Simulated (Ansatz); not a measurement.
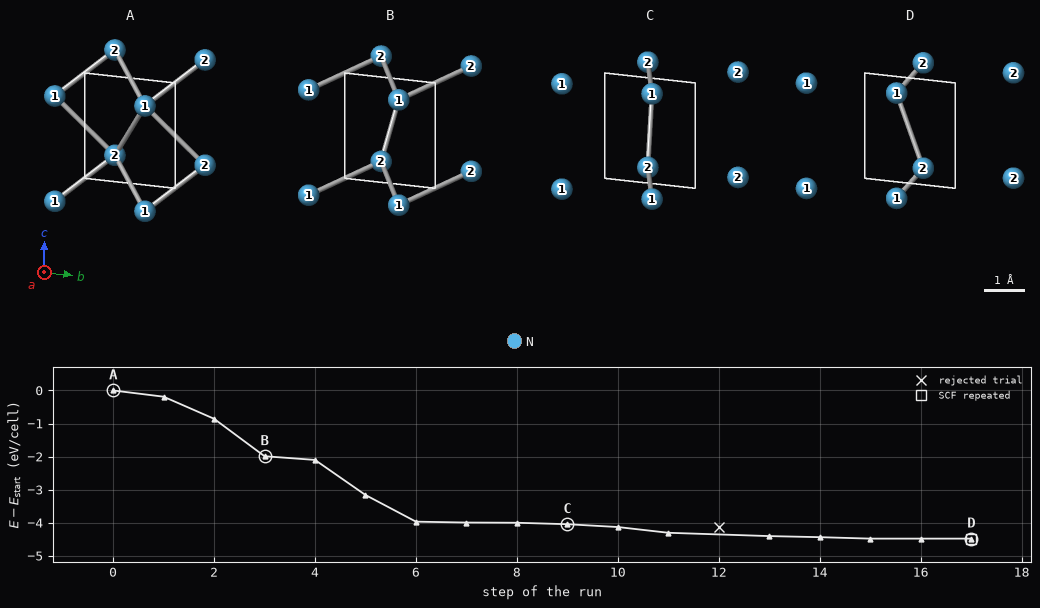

Frames of a relaxation of crystalline N (set up in P-1) (coarse preliminary run), marked on the history of the run. A ball-and-stick model of the cell of the calculation, reduced to other axes, seen along the a axis. Lengths and directions refer to the drawn axes.

Case: input drawn at random.

Theory: Ansatz, DFT PBE, scalar-relativistic, plane waves, PAW. (plane-wave cutoff 220 eV; occupations gaussian; smearing width 0.1 eV; no spin polarisation; atoms relaxed in a fixed cell; force threshold 0.02 eV/Å; at most 30 steps)

Describe the path.

The energy falls by 4.479 eV per cell of the calculation in 15 accepted moves (17 points after the start). The largest force component goes from 1.5 to 0.0036 eV/Å. The line search rejected the trial step at point 12 of the run. 1 step only repeated the SCF at the same geometry. The largest moves, 0.88 Å, are those of N1 and N2. N1 goes along [0 −3 1]. The lattice vectors keep their values. Near-neighbour distances that change, for instance: N1–N2 2.129 → 3.701 Å, N1–N2 (another image) 1.906 → 3.079 Å, N1–N2 (another image) 1.919 → 2.870 Å, N1–N2 (another image) 1.977 → 1.078 Å. The space group stays P-1 (No. 2). From step 0 to 3: N atoms move most (0.38 Å), energy −1.988 eV per cell of the calculation. From step 3 to 9: N atoms move most (0.24 Å), energy −2.056 eV per cell of the calculation. From step 9 to 17: N atoms move most (0.43 Å), energy −0.436 eV per cell of the calculation.

```json
{"step": "0", "E − E(0), meV/atom": "0.00", "largest force component, eV/Å": "1.4983", "note": ""}
{"step": "1", "E − E(0), meV/atom": "-94.27", "largest force component, eV/Å": "1.7442", "note": ""}
{"step": "2", "E − E(0), meV/atom": "-427.95", "largest force component, eV/Å": "1.5514", "note": ""}
{"step": "3", "E − E(0), meV/atom": "-994.04", "largest force component, eV/Å": "6.4935", "note": ""}
{"step": "4", "E − E(0), meV/atom": "-1050.22", "largest force component, eV/Å": "26.2469", "note": ""}
{"step": "5", "E − E(0), meV/atom": "-1580.20", "largest force component, eV/Å": "8.1725", "note": ""}
{"step": "6", "E − E(0), meV/atom": "-1983.22", "largest force component, eV/Å": "1.0414", "note": ""}
{"step": "7", "E − E(0), meV/atom": "-1996.58", "largest force component, eV/Å": "0.4555", "note": ""}
{"step": "8", "E − E(0), meV/atom": "-1999.82", "largest force component, eV/Å": "1.4822", "note": ""}
{"step": "9", "E − E(0), meV/atom": "-2021.92", "largest force component, eV/Å": "0.7422", "note": ""}
{"step": "10", "E − E(0), meV/atom": "-2064.58", "largest force component, eV/Å": "1.2668", "note": ""}
{"step": "11", "E − E(0), meV/atom": "-2151.33", "largest force component, eV/Å": "0.7297", "note": ""}
{"step": "12", "E − E(0), meV/atom": "-2063.49", "largest force component, eV/Å": "6.0685", "note": "rejected"}
{"step": "13", "E − E(0), meV/atom": "-2201.51", "largest force component, eV/Å": "0.5953", "note": ""}
{"step": "14", "E − E(0), meV/atom": "-2217.81", "largest force component, eV/Å": "2.5225", "note": ""}
{"step": "15", "E − E(0), meV/atom": "-2239.65", "largest force component, eV/Å": "0.0962", "note": ""}
{"step": "16", "E − E(0), meV/atom": "-2239.70", "largest force component, eV/Å": "0.0036", "note": ""}
{"step": "17", "E − E(0), meV/atom": "-2239.70", "largest force component, eV/Å": "0.0036", "note": "same geometry, SCF repeated"}
```

Limits of the set-up: the cutoff lies below the recommended one.
